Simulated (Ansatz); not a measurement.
# Energy of SnO along a shift of atoms along one path

System: SnO (slab, 8 atoms in the cell).
Method: DFT PBE+D3(BJ), scalar-relativistic, plane waves, PAW, PAW set soft_1, no spin polarisation (Ansatz 0.2.0).

The 6 runs differ only in the geometry, by a shift of atoms along one path in a fixed cell. The shift s is measured from run 4: O6 moves along the Cartesian direction (0.00, 0.00, 1.00), and Sn5, O7 and Sn8 with it in fixed proportion. The structure derives from an entry of the Crystallography Open Database.

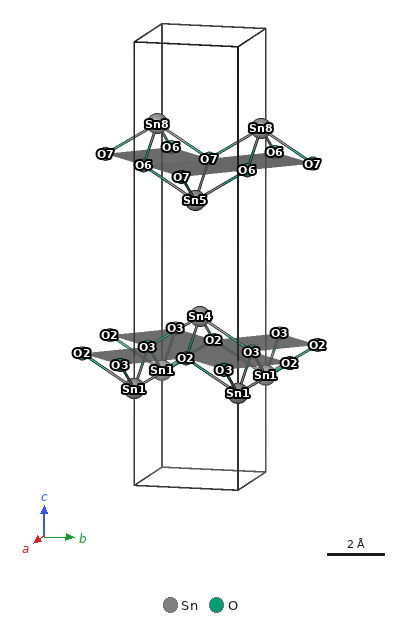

Figure 1. The structure of run 4 (polyhedral view of the cell of the calculation, with the vacuum cut short, seen slightly off an axis; polyhedra are completed across the faces of the cell; atoms are numbered from 1 in the order of the input). An atom can appear more than once, as a periodic image.

## Input of run 4
```yaml
crystal:
  lattice:
    - [3.8201528543, 0.0002954551, 0.0]
    - [-0.0003145191, 3.8201528528, 0.0]
    - [0.0, 0.0, 22.226074346]
  atoms:
    - { symbol: Sn, position: [0.9999452911, 0.9999452911, 0.2024649036] }
    - { symbol: O, position: [0.9999461074, 0.4999461074, 0.2556240251] }
    - { symbol: O, position: [0.4999461074, 0.9999461074, 0.2556240251] }
    - { symbol: Sn, position: [0.4999452911, 0.4999452911, 0.3087831466] }
    - { symbol: Sn, position: [0.6666119578, 0.4999452911, 0.50224961] }
    - { symbol: O, position: [0.6666111415, 0.9999444748, 0.5554087315] }
    - { symbol: O, position: [1.1666111415, 0.4999444748, 0.5554087315] }
    - { symbol: Sn, position: [1.1666119578, 0.9999452911, 0.608567853] }
basis:
  ecutwfc: 420
kpoints:
  mp_grid: { grid: [7, 7, 1] }
hamiltonian:
  xc: pbe
  pseudopotentials: { kind: paw, azcp: { folder: soft_1 } }
  dispersion: d3bj
scf:
  occupations: { method: gaussian, width: 0.05 }
output:
  forces: true
  eigenvalues: true
efield:
  axis: 3
  dipole_correction: true
  ramp_width: 0.04
```

Command:
```bash
ansatz run input.yaml --threads 2 --pin off --max-ram 6144MiB --backend cpu --events-out ev --progress --plain --runs-dir out
```

Run 5 differs from it as follows:
```diff
-    - { symbol: Sn, position: [0.6666119578, 0.4999452911, 0.50224961] }
-    - { symbol: O, position: [0.6666111415, 0.9999444748, 0.5554087315] }
-    - { symbol: O, position: [1.1666111415, 0.4999444748, 0.5554087315] }
-    - { symbol: Sn, position: [1.1666119578, 0.9999452911, 0.608567853] }
+    - { symbol: Sn, position: [0.6666119578, 0.4999452911, 0.5202464904] }
+    - { symbol: O, position: [0.6666111415, 0.9999444748, 0.5734056119] }
+    - { symbol: O, position: [1.1666111415, 0.4999444748, 0.5734056119] }
+    - { symbol: Sn, position: [1.1666119578, 0.9999452911, 0.6265647333] }
```

## Results, with one run withheld

| run | shift s of O6 (Å) | free energy per atom, from the lowest run given (meV) | gap on the mesh (eV) | force along the path (eV/Å) |
| --- | --- | --- | --- | --- |
| 1 | −0.8000 | 21.53 | 1.64 | 0.580 |
| 2 | −0.5300 | 7.60 | 2.01 | 0.273 |
| 3 | −0.2800 | 1.89 | 2.27 | 0.108 |
| 4 | 0.0000 | 0.00 | 2.50 | 0.012 |
| 5 | 0.4000 | ? | ? | ? |
| 6 | 1.0000 | 4.35 | 2.79 | −0.044 |

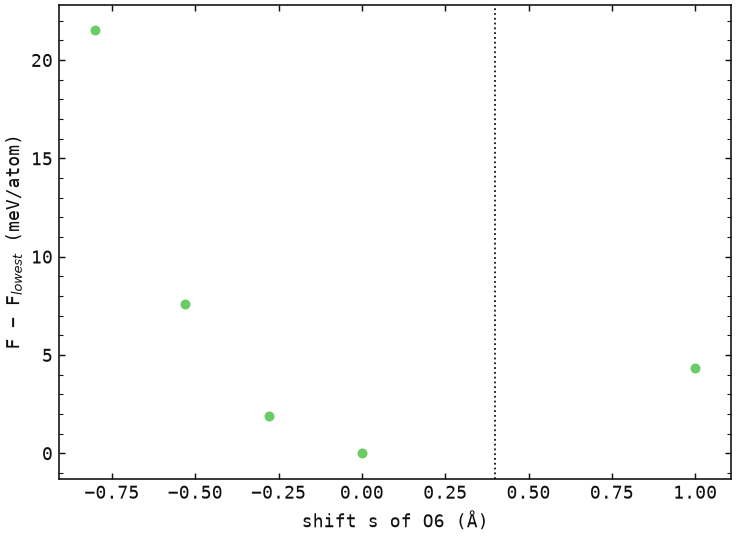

Figure 2. Free energy per atom of the runs given; the dotted line marks run 5.

Estimate the energy of run 5 from the others.

A cubic polynomial in the coordinate, fitted to the 5 runs given, misses them by at most 0.23 meV per atom. With x = s + 0.1220, it reads F = 0.23074 − 4.2494 x + 27.562 x² − 18.275 x³ (meV per atom). At run 5 it gives 2.92 meV per atom, and the run itself gives 0.98. The slope of the fit gives a force −dF/ds of −0.077 eV/Å along the path (summed over the atoms that move), and the printed forces give −0.039 eV/Å. The fit has its minimum at s = −0.0379 Å. The fit misses that run by 1.94 meV per atom. The gap on the mesh goes, without turning, from 1.64 eV in run 1 to 2.79 eV in run 6; run 5 has 2.68 eV. These are gaps of this functional on this mesh, which can miss the band edges; they aren't the measured gap.

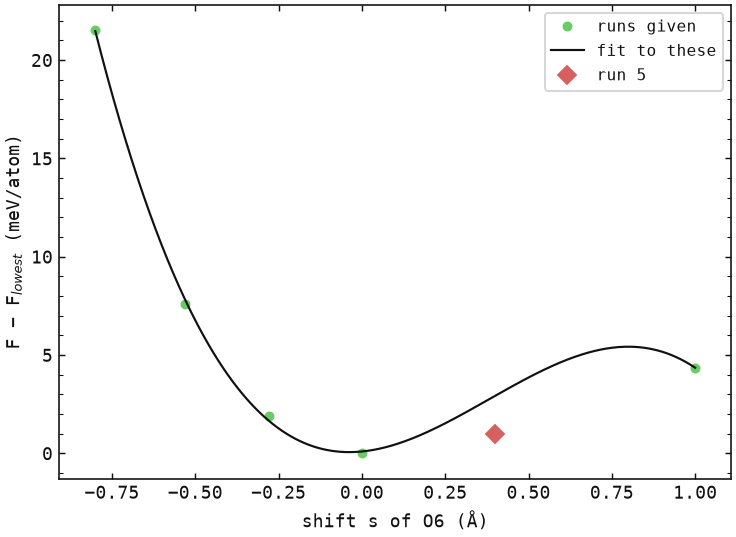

Figure 3. The fit and the withheld run.

## Output, shortened to warnings, some set-up lines, iterations and results (run 5)
```
Warning: the atoms were moved onto the symmetric positions of the space group found under crystal.symmetry.tolerance 1.0e-5 (fractional; no operation is sought that the atoms, as they stand in a round, miss by more than twice it, and no atom is moved by as much as it), and the run uses the moved positions. Before a round's move an operation carried an atom to 6.24e-6 Å from where it should land, …
Basis set: ecut = 420 eV, 6355 PW (Γ), exchange–correlation on 54×54×300 points (8 copies of the dense FFT grid, shifted against one another)
Symmetry: 2 space group operations
k-points: 16 of 49 (time reversal used)
Initial density: superposition of atomic densities (neutral atoms: chi_scale 0, normalization atom)
[...]
SCF iter   1: F=—  HF=-26376.210562 eV  |F-HF|=—  |Δ(HF+E_count)|=         —  Δρ=9.27e-2  dr2=3.31e1  ethr=3.10e-3  p=-0.000 e·Å  D=-2.32e-7 V/Å  ΔV_dip=0.00 eV  …
SCF iter   2: F=—  HF=-26370.106658 eV  |F-HF|=—  |Δ(HF+E_count)|=    6.10e0  Δρ=6.54e-2  dr2=1.04e1  ethr=3.10e-3  p=-0.000 e·Å  D=-1.77e-5 V/Å  ΔV_dip=0.00 eV  …
SCF iter   3: F=—  HF=-26368.161198 eV  |F-HF|=—  |Δ(HF+E_count)|=    1.95e0  Δρ=1.43e-2  dr2=6.22e-1  ethr=3.10e-3  p=0.000 e·Å  D=1.74e-6 V/Å  ΔV_dip=-0.00 eV  …
SCF iter   4: F=—  HF=-26368.107844 eV  |F-HF|=—  |Δ(HF+E_count)|=   5.34e-2  Δρ=5.81e-3  dr2=1.84e-1  ethr=7.77e-4  p=0.000 e·Å  D=3.89e-5 V/Å  ΔV_dip=-0.00 eV  …
SCF iter   5: F=—  HF=-26368.075633 eV  |F-HF|=—  |Δ(HF+E_count)|=   3.22e-2  Δρ=1.92e-3  dr2=1.93e-2  ethr=2.29e-4  p=-0.000 e·Å  D=-8.33e-6 V/Å  ΔV_dip=0.00 eV  …
SCF iter   6: F=—  HF=-26368.072653 eV  |F-HF|=—  |Δ(HF+E_count)|=   2.98e-3  Δρ=3.85e-4  dr2=3.50e-3  ethr=2.41e-5  p=0.000 e·Å  D=3.43e-5 V/Å  ΔV_dip=-0.00 eV  …
SCF iter   7: F=—  HF=-26368.072244 eV  |F-HF|=—  |Δ(HF+E_count)|=   4.09e-4  Δρ=3.45e-4  dr2=6.23e-4  ethr=4.37e-6  p=-0.000 e·Å  D=-9.29e-6 V/Å  ΔV_dip=0.00 eV  …
SCF iter   8: F=—  HF=-26368.072113 eV  |F-HF|=—  |Δ(HF+E_count)|=   1.31e-4  Δρ=8.39e-5  dr2=3.26e-5  ethr=7.79e-7  p=0.000 e·Å  D=1.50e-5 V/Å  ΔV_dip=-0.00 eV  …
SCF iter   9: F=—  HF=-26368.071894 eV  |F-HF|=—  |Δ(HF+E_count)|=   2.19e-4  Δρ=4.76e-5  dr2=7.76e-6  ethr=4.07e-8  p=-0.000 e·Å  D=-1.36e-5 V/Å  ΔV_dip=0.00 eV  …
SCF iter  10: F=—  HF=-26368.071893 eV  |F-HF|=—  |Δ(HF+E_count)|=   1.39e-6  Δρ=5.87e-6  dr2=1.05e-7  ethr=9.70e-9  p=-0.000 e·Å  D=-1.36e-6 V/Å  ΔV_dip=0.00 eV  …
SCF iter  11: F=-26368.071893 eV  HF=-26368.071893 eV  |F-HF|=6.08e-9  |Δ(HF+E_count)|=   6.47e-8  Δρ=2.15e-6  dr2=1.27e-8  ethr=1.25e-10  p=0.000 e·Å  D=2.10e-6 V/Å  …
SCF 1 converged in 11 iterations: F = -26368.071893 eV  dr2 = 1.27e-8
SCF converged after 11 iterations
Free energy (F): -26368.071893 eV
Harris-Foulkes:  -26368.071893 eV  (|F-HF|=6.08e-9)
Internal energy: -26368.071893 eV  (E = F + TS)
E sigma→0 (E₀):  -26368.071893 eV
Fermi energy:    2.266482 eV
Dipole field:    D = -0.000010 V/Å  (p = -0.000018 e·Å, saw-weighted, corrected)
Work function:   Φ+ = 3.8971 eV   Φ− = 3.8969 eV
Levels:          The Fermi level and band energies are counted from a zero that moves with the ramp; work functions are not
--- Per-component energies (eV) ---
  E_band       = -990.046758
  E_kinetic    = 1341.756775
  E_local      = -36306.765155  (includes V_loc(G=0)·N_el)
  E_nonlocal   = 789.998641
  E_hartree    = 17665.739291
  E_xc         = -788.026596
  E_vxc        = -683.312294  (∫ρ·V_xc dr)
  E_paw        = -18126.182210  (= ΣΔE_a)
  E_vpaw       = -1463.212271  (= ΣTr[D̂ρ^β])
  E_aug_tail   = 0.004190  (compensation charges beyond the density's cutoff)
  E_efield     = 0.000000  (sawtooth field / dipole correction)
  E_vefield    = 0.000000  (∫n·V_field dr)
  E_ewald      = 9056.604497
  E_disp       = -1.201327  (pairwise vdW)
  E_smearing   = -0.000000  (= −TS)
  E_closure    = 0.000000  (closes the sum)
  Σ components = -26368.071893   (vs F -26368.071893, Δ=0.00e0)
--- Forces (eV/Å), atoms counted from 1 ---
  atom   1  Sn    -0.00135316    -0.00000011     0.00935969
  atom   2  O     -0.00680601    -0.00000054     0.00135555
  atom   3  O      0.00258404     0.00000021     0.00134840
  atom   4  Sn    -0.00603985    -0.00000048     0.02725166
  atom   5  Sn     0.00603953     0.00000048    -0.02730749
  atom   6  O     -0.00258421    -0.00000021    -0.00132576
  atom   7  O      0.00680635     0.00000054    -0.00133331
  atom   8  Sn     0.00135314     0.00000011    -0.00934478
  max |Σ_I F_I| component: 3.97e-6 eV/Å
```

The program warns: the structure was made exactly symmetric.
